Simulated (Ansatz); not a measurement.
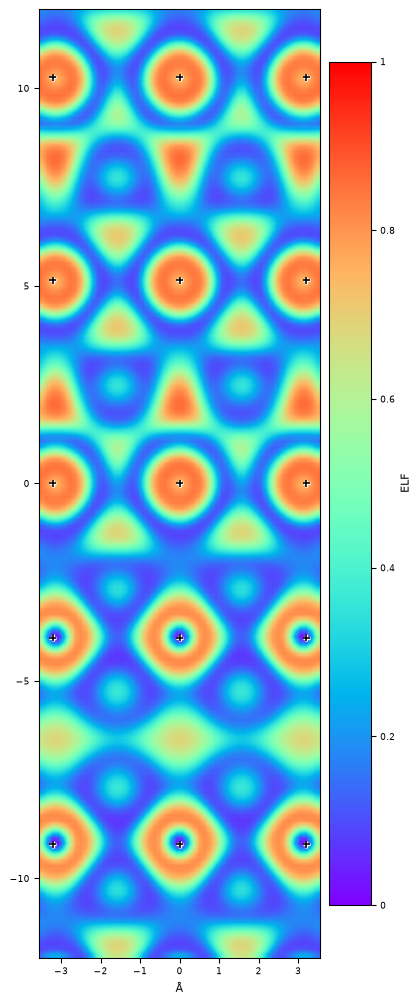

The ELF on a plane through atoms (crosses mark nuclei in the plane).

Level of theory: Ansatz 0.2.0, DFT r2SCAN, scalar-relativistic, plane waves, PAW.

Candidates:
A. SiNi2, a = 3.87 Å, b = 3.87 Å, c = 9.85 Å, α = 90.00°, β = 90.00°, γ = 60.00°. Space group P6₃/mmc; computed without spin polarisation.
B. Hf3N2, a = 3.21 Å, b = 3.21 Å, c = 23.31 Å, α = 90.00°, β = 90.00°, γ = 120.00°. Space group R-3m; a structure from a database of computed crystals, not necessarily the ambient phase.

**Which candidate gave the map?**

Candidate B: Hf3N2 on the (100) plane of the conventional cell, which holds Hf and N. Hf–Hf (3.21 Å): the ELF is about 0.20 at the midpoint (no localised pair shows between them).
